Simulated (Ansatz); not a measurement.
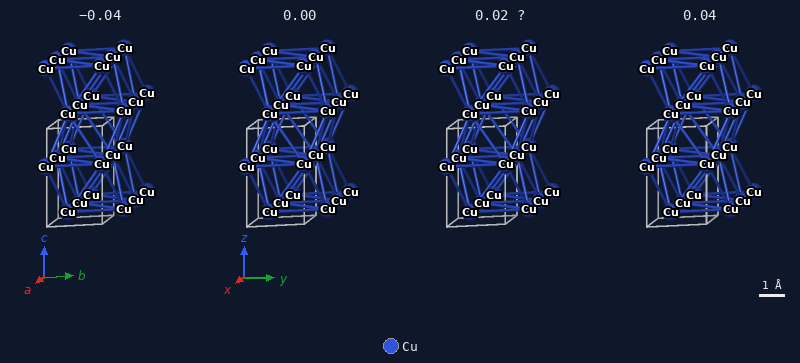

Energy scan for crystalline Cu (P6_3/mmc), in which the cell is strained along y alone, with the atoms kept at their fractional coordinates. x, y and z are the Cartesian axes of the input. Style: ball-and-stick. Shown: the cell of the calculation, repeated 3 × 2 × 2 with one cell outlined, slightly off an axis.

Method: DFT PBEsol, scalar-relativistic, plane waves, PAW (Ansatz). (plane-wave cutoff 420 eV; k-point mesh 24 × 24 × 12; occupations gaussian; smearing width 0.15 eV; no spin polarisation). Energies (free energies at the smearing named) are counted from the cell as listed in its source, which wasn't relaxed.

```
strain  energy change (meV/atom)
−0.040                       9.7
−0.030                       4.1
−0.020                       0.7
−0.010                      −0.7
 0.000                       0.0
 0.010                       2.5
 0.020                         ?
 0.030                      12.4
 0.035                      15.8
 0.040                      19.6
```

**One row is withheld. What is its energy?**

A straight line between the two neighbours gives 7.5 meV/atom. A cubic through the four nearest rows (0.000, 0.010, 0.030, 0.035) gives, with Lagrange weights, (−0.1429)(0.0) + (0.6000)(2.5) + (1.0000)(12.4) + (−0.4571)(15.8) = 6.7 meV/atom. The calculation gives 6.7 meV/atom, so the cubic is right to the digits shown and the straight line 0.8 meV/atom too high, as the curve bends upwards here.

The whole profile:

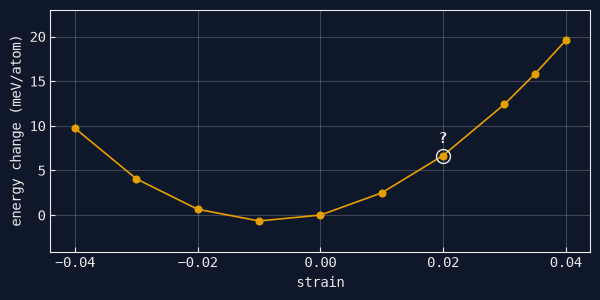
